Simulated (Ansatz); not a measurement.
Ge, as given below.

```cif
data_structure
_symmetry_space_group_name_H-M 'Fm-3m'
_symmetry_Int_Tables_number 225
_cell_length_a 4.2325
_cell_length_b 4.2325
_cell_length_c 4.2325
_cell_angle_alpha 90.000
_cell_angle_beta 90.000
_cell_angle_gamma 90.000
_cell_volume 75.82
loop_
_atom_site_label
_atom_site_type_symbol
_atom_site_symmetry_multiplicity
_atom_site_Wyckoff_symbol
_atom_site_fract_x
_atom_site_fract_y
_atom_site_fract_z
_atom_site_occupancy
Ge1 Ge 4 a 0.00000 0.00000 0.00000 1
```

Basis of the simulation: the geometry relaxed with DFT, r2SCAN, plane waves (500 eV) with PAW, scalar-relativistic (Ansatz); the starting structure was generated, so it need not be a known form of this composition.

Where will the first 2 clear peaks of its X-ray PDF lie (peak width σ = 0.10 Å), and from which pairs do they come?

Answer. 1. 2.99 Å: Ge–Ge at 2.99 Å
2. 4.23 Å: Ge–Ge at 4.23 Å

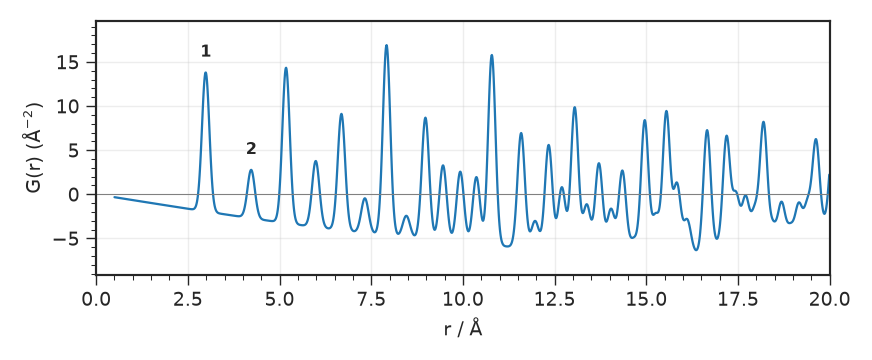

Computed X-ray G(r), with each pair weighted by the product of the atomic numbers (X-ray weights at Q = 0) and a uniform peak width σ = 0.10 Å, damped by exp(−(Q_damp r)²/2) with Q_damp = 0.060 Å⁻¹.
